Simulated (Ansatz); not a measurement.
# SiGe4: what the fields show

```xyz
15
Lattice="2.9928 0.0000 0.0000 -1.4964 2.5919 0.0000 0.0000 0.0000 36.2718" Properties=species:S:1:pos:R:3 pbc="T T T"
Si    0.0000    0.0000    0.0000
Si    1.4964    0.8639   12.0905
Si    0.0000    1.7279   24.1813
Ge    0.0000    1.7279    9.8844
Ge    0.0000    0.0000   21.9749
Ge    1.4964    0.8639   34.0658
Ge    0.0000    0.0000    7.2667
Ge    1.4964    0.8639   19.3572
Ge    0.0000    1.7279   31.4480
Ge    1.4964    0.8639    4.8238
Ge    0.0000    1.7279   16.9146
Ge    0.0000    0.0000   29.0051
Ge    0.0000    1.7279    2.2061
Ge    0.0000    0.0000   14.2969
Ge    1.4964    0.8639   26.3874
```

Space group R-3m; a structure generated by program, which may or may not match a known phase.

Level of theory: DFT PBE, scalar-relativistic, plane waves, PAW (Ansatz 0.2.0).

The density is the valence pseudo-density of a PAW calculation; it isn't the true density close to the nuclei.

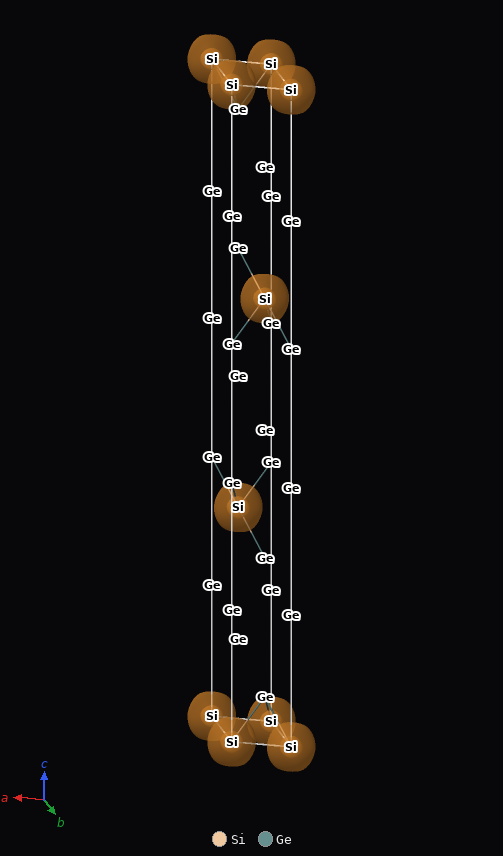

Figure 1. Isosurface of the electron localisation function at 0.55 (orange), seen at an oblique angle. Core shells and regions of very low density are left out. Sticks mark near contacts.

**Where are the electrons localised?**

At this value the surface marks out three regions wrapped around Si (the valence shell of each) and three small core shells on Si, counted in one cell of 15 atoms. Any copies at cell faces, edges or corners count once. Along the contacts the grid gives the following. Si–Ge (2.80 Å): the ELF peaks at about 0.75 in the valence shell of Si, 0.9 Å from its nucleus, and is about 0.50 at the midpoint.

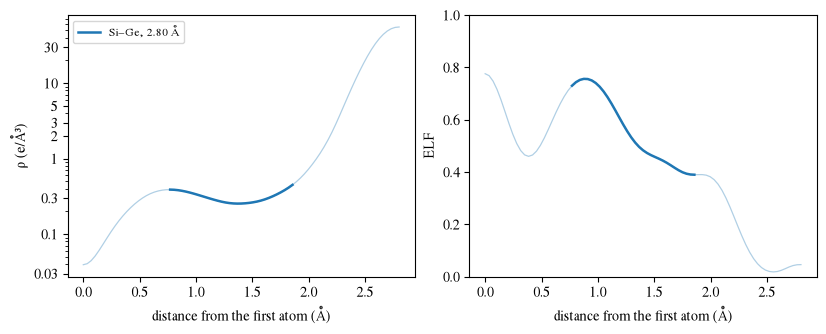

Figure 2. Valence charge density (pseudo) and electron localisation function along straight lines between neighbouring atoms. Thin, pale parts lie inside the atomic spheres.

**What can be read from the curves?**

Si–Ge (2.80 Å): ρ at the midpoint is about 0.25 e/Å³; the ELF peaks at about 0.75 in the valence shell of Si, 0.9 Å from its nucleus, and is about 0.50 at the midpoint.

**Does the calculation make it a metal, or give it a gap?**

It is gapless in this calculation (a metal or semimetal).
